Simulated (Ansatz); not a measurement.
**ZnS: density, localisation and related maps**

```xyz
2
Lattice="-2.7046 0.0000 -2.7046 -2.7046 2.7046 0.0000 0.0000 2.7046 -2.7046" Properties=species:S:1:pos:R:3 pbc="T T T"
Zn    0.0000    0.0000    0.0000
S    -4.2570    3.9570   -4.0570
```

Space group P1; changed on purpose from its base cell (atom 2 (S) moved by (-0.200, -0.100) A along x and y); not relaxed (largest force 1.4 eV/Å).

Level of theory: Ansatz, DFT r2SCAN, scalar-relativistic, plane waves, PAW.

In a PAW calculation such maps are meaningful between the atoms, not at the nuclei.

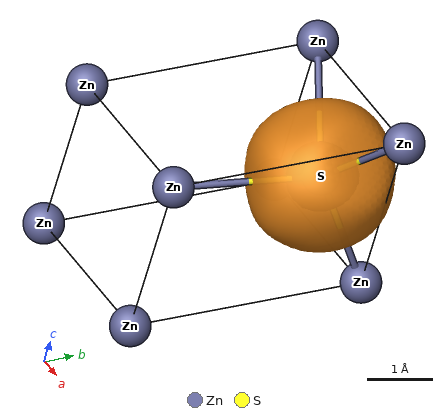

Figure 1. Isosurface of the electron localisation function at 0.7 (orange), seen at an oblique angle. Core shells and regions of very low density are left out. Sticks mark near contacts.

Question: Identify the bonds, lone pairs and shells in this picture.

Answer: The ELF exceeds this value in one region wrapped around S (its valence shell), counted in one cell of 2 atoms. Any copies at cell faces, edges or corners count once. Along the contacts the grid gives the following. Zn–S (2.17 Å): the ELF peaks at about 0.90 in the valence shell of S, 0.8 Å from its nucleus, and is about 0.60 at the midpoint. Zn–S (2.29 Å): the ELF peaks at about 0.90 in the valence shell of S, 0.8 Å from its nucleus, and is about 0.60 at the midpoint.

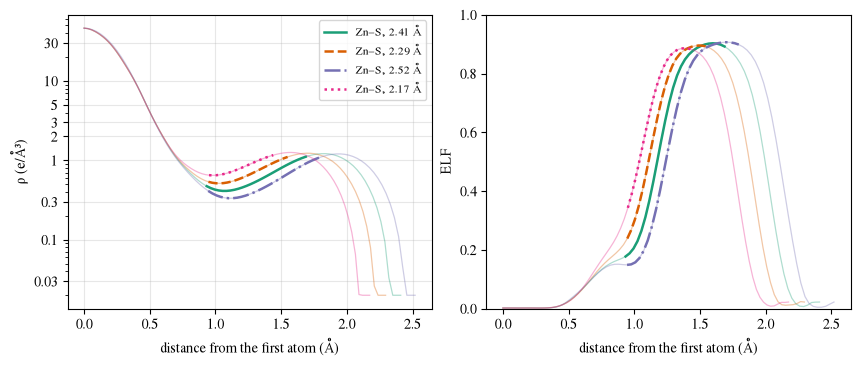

Figure 2. Valence charge density (pseudo) and ELF along straight lines between neighbouring atoms. Thin, pale parts lie inside the atomic spheres.

Question: Compare the contacts.

Answer: Zn–S (2.41 Å): the density is about 0.46 e/Å³ at the midpoint; the ELF peaks at about 0.90 in the valence shell of S, 0.8 Å from its nucleus, and is about 0.55 at the midpoint.
Zn–S (2.29 Å): the density is about 0.56 e/Å³ at the midpoint; the ELF peaks at about 0.90 in the valence shell of S, 0.8 Å from its nucleus, and is about 0.60 at the midpoint.
Zn–S (2.52 Å): ρ at the midpoint is about 0.37 e/Å³, with its minimum of 0.33 e/Å³ about 1.1 Å from Zn; the ELF peaks at about 0.90 in the valence shell of S, 0.8 Å from its nucleus, and is about 0.55 at the midpoint.
Zn–S (2.17 Å): ρ is about 0.69 e/Å³ halfway; the ELF peaks at about 0.90 in the valence shell of S, 0.8 Å from its nucleus, and is about 0.60 at the midpoint.

Question: Metal or insulator at this level of theory?

Answer: It is gapped, with a Kohn–Sham gap of 2.6 eV on the k-point mesh, an upper bound to the gap of this method.
